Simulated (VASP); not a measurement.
Geometry relaxation of Bi (part 3 of 3)

Continued. System: Bi (R-3m, 2 atoms in the cell). Method: Kohn-Sham DFT of a periodic cell, LDA, VASP PAW LDA potentials, recommended, no spin polarisation (VASP 6.6.1); cutoff 600 eV, 10×10×10 k-mesh, methfessel-paxton of 0.1 eV. The structure derives from an entry of the Crystallography Open Database.

Geometry of the input (Å; fractional positions):
```
2.2675  1.3091  3.9380
-2.2675  1.3091  3.9380
0.0000  -2.6183  3.9380
Bi 0.2340  0.2340  0.2340
Bi 0.7660  0.7660  0.7660
```

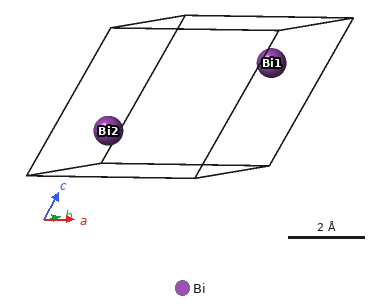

*The geometry at step 5 of the log (ball-and-stick view of the reduced cell, seen at an oblique angle; atoms are numbered from 1 in the order of the input).*

## Parts of OUTCAR, continued
```
 [... the levels of 18 k-points are left out ...]

 k-point    24 :       0.4000    0.3000   -0.0000
  band No.  band energies     occupation
      1     -16.3981      2.00000
      2     -16.2525      2.00000
      3     -16.2487      2.00000
      4     -16.1710      2.00000
      5     -16.1530      2.00000
      6     -16.1140      2.00000
      7     -16.0942      2.00000
      8     -16.0766      2.00000
      9     -16.0297      2.00000
     10     -15.9078      2.00000
     11      -5.3978      2.00000
     12      -2.7165      2.00000
     13       2.7563      2.00000
     14       3.7338      2.00000
     15       3.9231      2.00000
     16       9.3303      0.00000
     17      10.5403      0.00000
     18      10.8333      0.00000
     19      11.3323      0.00000

 [... further k-points ...]

[... ionic steps 4 to 7 ...]

--------------------------------------- Ionic step        8  -------------------------------------------

 number of electron      29.9999998 magnetization

------------------------ aborting loop because EDIFF is reached ----------------------------------------

  FORCE on cell =-STRESS in cart. coord.  units (eV):
  Direction    XX          YY          ZZ          XY          YZ          ZX
  --------------------------------------------------------------------------------------
  -------------------------------------------------------------------------------------
  Total       -0.0408944     -0.0408944     -0.0807208      0.0000000      0.0000000      0.0000000
  in kB       -0.9729075     -0.9729075     -1.9204054      0.0000000      0.0000000      0.0000000
  external PRESSURE =      -1.2887402 kB  Pullay stress =       0.0000000 kB

 VOLUME and BASIS-vectors are now :
 -----------------------------------------------------------------------------
  energy-cutoff  :      600.00
  volume of cell :       67.34
      direct lattice vectors                 reciprocal lattice vectors
     2.249452964  1.298722274  3.842013538     0.222276264  0.128331261  0.086760062
    -2.249452964  1.298722274  3.842013538    -0.222276264  0.128331261  0.086760062
     0.000000000 -2.597444549  3.842013538     0.000000000 -0.256662521  0.086760062

 POSITION                                       TOTAL-FORCE (eV/Angst)
 -----------------------------------------------------------------------------------
      0.00000      0.00000      2.73290         0.000000      0.000000     -0.008371
      0.00000      0.00000      8.79314         0.000000     -0.000000      0.008371
 -----------------------------------------------------------------------------------
    total drift:                               -0.000000      0.000000     -0.000000

  FREE ENERGIE OF THE ION-ELECTRON SYSTEM (eV)
  ---------------------------------------------------
  free  energy   TOTEN  =        -9.1296422517 eV

  energy  without entropy=       -9.1298292703  energy(sigma->0) =       -9.12970459

--------------------------------------- Ionic step        9  -------------------------------------------

 number of electron      29.9999997 magnetization

------------------------ aborting loop because EDIFF is reached ----------------------------------------

  FORCE on cell =-STRESS in cart. coord.  units (eV):
  Direction    XX          YY          ZZ          XY          YZ          ZX
  --------------------------------------------------------------------------------------
  -------------------------------------------------------------------------------------
  Total        0.0601781      0.0601781      0.0645715      0.0000000     -0.0000000     -0.0000000
  in kB        1.4390031      1.4390031      1.5440599      0.0000000     -0.0000000     -0.0000000
  external PRESSURE =       1.4740220 kB  Pullay stress =       0.0000000 kB

 VOLUME and BASIS-vectors are now :
 -----------------------------------------------------------------------------
  energy-cutoff  :      600.00
  volume of cell :       67.00
      direct lattice vectors                 reciprocal lattice vectors
     2.248606724  1.298233698  3.825338882     0.222359915  0.128379557  0.087138249
    -2.248606724  1.298233698  3.825338882    -0.222359915  0.128379557  0.087138249
     0.000000000 -2.596467395  3.825338882     0.000000000 -0.256759114  0.087138249

 POSITION                                       TOTAL-FORCE (eV/Angst)
 -----------------------------------------------------------------------------------
      0.00000      0.00000      2.72075         0.000000      0.000000      0.021301
      0.00000      0.00000      8.75526         0.000000      0.000000     -0.021301
 -----------------------------------------------------------------------------------
    total drift:                                0.000000      0.000000     -0.000000

  FREE ENERGIE OF THE ION-ELECTRON SYSTEM (eV)
  ---------------------------------------------------
  free  energy   TOTEN  =        -9.1296581811 eV

  energy  without entropy=       -9.1298424495  energy(sigma->0) =       -9.12971960

--------------------------------------- Ionic step       10  -------------------------------------------

 number of electron      29.9999997 magnetization

 Free energy of the ion-electron system (eV)
  ---------------------------------------------------
  ext. energy  EPLUGINS =         0.00000000
  ---------------------------------------------------
  free energy    TOTEN  =        -9.12973985 eV

  energy without entropy =       -9.12992541  energy(sigma->0) =       -9.12980171

 E-fermi :   6.5562     XC(G=0): -10.0228     alpha+bet :-11.6192

 val. band max:        6.5385048686   @ k =  -0.4000   0.5000   0.4000
 cond. band min:       6.6826790427   @ k =   0.4000   0.1000   0.1000
 fundamental gap:      0.1441741741
 Fermi energy:         6.5561634585

 k-point     1 :       0.0000    0.0000    0.0000
  band No.  band energies     occupation
      1     -16.3226      2.00000
      2     -16.3226      2.00000
      3     -16.1515      2.00000
      4     -16.1515      2.00000
      5     -16.1400      2.00000
      6     -15.9432      2.00000
      7     -15.9342      2.00000
      8     -15.9342      2.00000
      9     -15.7984      2.00000
     10     -15.7984      2.00000
     11      -6.7413      2.00000
     12      -0.6965      2.00000
     13       5.0862      2.00000
     14       5.3069      2.00000
     15       5.3069      2.00000
     16       9.3971      0.00000
     17       9.7036      0.00000
     18       9.7036      0.00000
     19      12.1828      0.00000

 k-point     2 :       0.1000    0.0000    0.0000
  band No.  band energies     occupation
      1     -16.3132      2.00000
      2     -16.3118      2.00000
      3     -16.1474      2.00000
      4     -16.1454      2.00000
      5     -16.1343      2.00000
      6     -15.9483      2.00000
      7     -15.9393      2.00000
      8     -15.9381      2.00000
      9     -15.8104      2.00000
     10     -15.8086      2.00000
     11      -6.6427      2.00000
     12      -0.9489      2.00000
     13       5.1333      2.00000
     14       5.3141      2.00000
     15       5.3486      2.00000
     16       9.1375      0.00000
     17       9.2668      0.00000
     18       9.4244      0.00000
     19      11.7690      0.00000

 k-point     3 :       0.2000    0.0000    0.0000
  band No.  band energies     occupation
      1     -16.2865      2.00000
      2     -16.2804      2.00000
      3     -16.1362      2.00000
      4     -16.1278      2.00000
      5     -16.1176      2.00000
      6     -15.9648      2.00000
      7     -15.9544      2.00000
      8     -15.9484      2.00000
      9     -15.8444      2.00000
     10     -15.8372      2.00000
     11      -6.3498      2.00000
     12      -1.6107      2.00000
     13       5.2152      2.00000
     14       5.3460      2.00000
     15       5.4847      2.00000
     16       8.2687     -0.00000
     17       8.6706      0.00000
     18       8.7855      0.00000
     19      11.6703      0.00000

 k-point     4 :       0.3000    0.0000   -0.0000
  band No.  band energies     occupation
      1     -16.2474      2.00000
      2     -16.2317      2.00000
      3     -16.1209      2.00000
      4     -16.1013      2.00000
      5     -16.0910      2.00000
      6     -15.9937      2.00000
      7     -15.9784      2.00000
      8     -15.9624      2.00000
      9     -15.8938      2.00000
     10     -15.8780      2.00000
     11      -5.8719      2.00000
     12      -2.4936      2.00000
     13       5.3084      2.00000
     14       5.4192      2.00000
     15       5.6956      2.00000
     16       7.4372     -0.00000
     17       7.9450     -0.00000
     18       8.1019     -0.00000
     19      12.2538      0.00000

 k-point     5 :       0.4000   -0.0000   -0.0000
  band No.  band energies     occupation
      1     -16.2068      2.00000
      2     -16.1716      2.00000
      3     -16.1065      2.00000
      4     -16.0705      2.00000
      5     -16.0624      2.00000
      6     -16.0302      2.00000
      7     -16.0081      2.00000
      8     -15.9787      2.00000
      9     -15.9455      2.00000
     10     -15.9192      2.00000
     11      -5.2332      2.00000
     12      -3.4292      2.00000
     13       5.4220      2.00000
     14       5.5213      2.00000
     15       5.9866      2.00000
     16       6.8027     -0.00269
     17       7.2957     -0.00000
     18       7.5781     -0.00000
     19      13.3464      0.00000

 [... the levels of 18 k-points are left out ...]

 k-point    24 :       0.4000    0.3000   -0.0000
  band No.  band energies     occupation
      1     -16.3010      2.00000
      2     -16.1540      2.00000
      3     -16.1463      2.00000
      4     -16.0714      2.00000
      5     -16.0574      2.00000
      6     -16.0214      2.00000
      7     -16.0040      2.00000
      8     -15.9906      2.00000
      9     -15.9357      2.00000
     10     -15.8140      2.00000
     11      -5.3001      2.00000
     12      -2.6152      2.00000
     13       2.8483      2.00000
     14       3.8095      2.00000
     15       3.9522      2.00000
     16       9.5114      0.00000
     17      10.6986      0.00000
     18      10.9623      0.00000
     19      11.3826      0.00000

 [... further k-points ...]

------------------------ aborting loop because EDIFF is reached ----------------------------------------

  FORCE on cell =-STRESS in cart. coord.  units (eV):
  Direction    XX          YY          ZZ          XY          YZ          ZX
  --------------------------------------------------------------------------------------
  -------------------------------------------------------------------------------------
  Total        0.0141897      0.0141897     -0.0076553      0.0000000      0.0000000      0.0000000
  in kB        0.3384724      0.3384724     -0.1826050      0.0000000      0.0000000      0.0000000
  external PRESSURE =       0.1647800 kB  Pullay stress =       0.0000000 kB

 VOLUME and BASIS-vectors are now :
 -----------------------------------------------------------------------------
  energy-cutoff  :      600.00
  volume of cell :       67.17
      direct lattice vectors                 reciprocal lattice vectors
     2.249015934  1.298469955  3.833402115     0.222319456  0.128356198  0.086954962
    -2.249015934  1.298469955  3.833402115    -0.222319456  0.128356198  0.086954962
     0.000000000 -2.596939910  3.833402115     0.000000000 -0.256712396  0.086954962

 POSITION                                       TOTAL-FORCE (eV/Angst)
 -----------------------------------------------------------------------------------
      0.00000      0.00000      2.72663         0.000000      0.000000      0.006179
      0.00000      0.00000      8.77358         0.000000     -0.000000     -0.006179
 -----------------------------------------------------------------------------------
    total drift:                               -0.000000     -0.000000      0.000000

  FREE ENERGIE OF THE ION-ELECTRON SYSTEM (eV)
  ---------------------------------------------------
  free  energy   TOTEN  =        -9.1297398520 eV

  energy  without entropy=       -9.1299254143  energy(sigma->0) =       -9.12980171

 reached required accuracy - stopping structural energy minimisation
```

## CONTCAR
```
Bi
   1.00000000000000
     2.2490159337820574    1.2984699547930396    3.8334021146814932
    -2.2490159337820574    1.2984699547930396    3.8334021146814932
     0.0000000000000000   -2.5969399095860792    3.8334021146814932
  Bi
     2
Direct
     0.2370939082201554    0.2370939082201554    0.2370939082201554
     0.7629060917798446    0.7629060917798446    0.7629060917798446

  0.00000000E+00  0.00000000E+00  0.00000000E+00
  0.00000000E+00  0.00000000E+00  0.00000000E+00
```

## Trajectory as extended XYZ (Å, eV, eV/Å), 10 frames, from step=0 to step=9
```
2
Lattice="2.2675 1.3091 3.9380 -2.2675 1.3091 3.9380 0.0000 -2.6183 3.9380" Properties=species:S:1:pos:R:3:forces:R:3 step=0 energy=-9.11307
Bi    0.0000    0.0000    2.7645    0.0000   0.0000   0.0825
Bi    0.0000    0.0000    9.0495    0.0000   0.0000  -0.0825
2
Lattice="2.2344 1.2900 3.8822 -2.2344 1.2900 3.8822 0.0000 -2.5801 3.8822" Properties=species:S:1:pos:R:3:forces:R:3 step=1 energy=-9.12060
Bi    0.0000    0.0000    2.7293    0.0000   0.0000   0.2521
Bi    0.0000    0.0000    8.9175    0.0000   0.0000  -0.2521
2
Lattice="2.2445 1.2959 3.8992 -2.2445 1.2959 3.8992 0.0000 -2.5917 3.8992" Properties=species:S:1:pos:R:3:forces:R:3 step=2 energy=-9.12253
Bi    0.0000    0.0000    2.7400    0.0000   0.0000   0.2010
Bi    0.0000    0.0000    8.9577    0.0000   0.0000  -0.2010
2
Lattice="2.2433 1.2952 3.8881 -2.2433 1.2952 3.8881 0.0000 -2.5904 3.8881" Properties=species:S:1:pos:R:3:forces:R:3 step=3 energy=-9.12580
Bi    0.0000    0.0000    2.7418    0.0000   0.0000   0.1350
Bi    0.0000    0.0000    8.9225    0.0000   0.0000  -0.1350
2
Lattice="2.2408 1.2937 3.8639 -2.2408 1.2937 3.8639 0.0000 -2.5874 3.8639" Properties=species:S:1:pos:R:3:forces:R:3 step=4 energy=-9.12897
Bi    0.0000    0.0000    2.7456    0.0000   0.0000   0.0046
Bi    0.0000    0.0000    8.8461    0.0000   0.0000  -0.0046
2
Lattice="2.2406 1.2936 3.8619 -2.2406 1.2936 3.8619 0.0000 -2.5872 3.8619" Properties=species:S:1:pos:R:3:forces:R:3 step=5 energy=-9.12900
Bi    0.0000    0.0000    2.7459    0.0000   0.0000  -0.0057
Bi    0.0000    0.0000    8.8398    0.0000   0.0000   0.0057
2
Lattice="2.2469 1.2972 3.8478 -2.2469 1.2972 3.8478 0.0000 -2.5945 3.8478" Properties=species:S:1:pos:R:3:forces:R:3 step=6 energy=-9.12957
Bi    0.0000    0.0000    2.7367    0.0000   0.0000  -0.0068
Bi    0.0000    0.0000    8.8067    0.0000   0.0000   0.0068
2
Lattice="2.2495 1.2987 3.8420 -2.2495 1.2987 3.8420 0.0000 -2.5974 3.8420" Properties=species:S:1:pos:R:3:forces:R:3 step=7 energy=-9.12964
Bi    0.0000    0.0000    2.7329    0.0000   0.0000  -0.0084
Bi    0.0000    0.0000    8.7931    0.0000   0.0000   0.0084
2
Lattice="2.2486 1.2982 3.8253 -2.2486 1.2982 3.8253 0.0000 -2.5965 3.8253" Properties=species:S:1:pos:R:3:forces:R:3 step=8 energy=-9.12966
Bi    0.0000    0.0000    2.7208    0.0000   0.0000   0.0213
Bi    0.0000    0.0000    8.7553    0.0000   0.0000  -0.0213
2
Lattice="2.2490 1.2985 3.8334 -2.2490 1.2985 3.8334 0.0000 -2.5969 3.8334" Properties=species:S:1:pos:R:3:forces:R:3 step=9 energy=-9.12974
Bi    0.0000    0.0000    2.7266    0.0000   0.0000   0.0062
Bi    0.0000    0.0000    8.7736    0.0000   0.0000  -0.0062
```
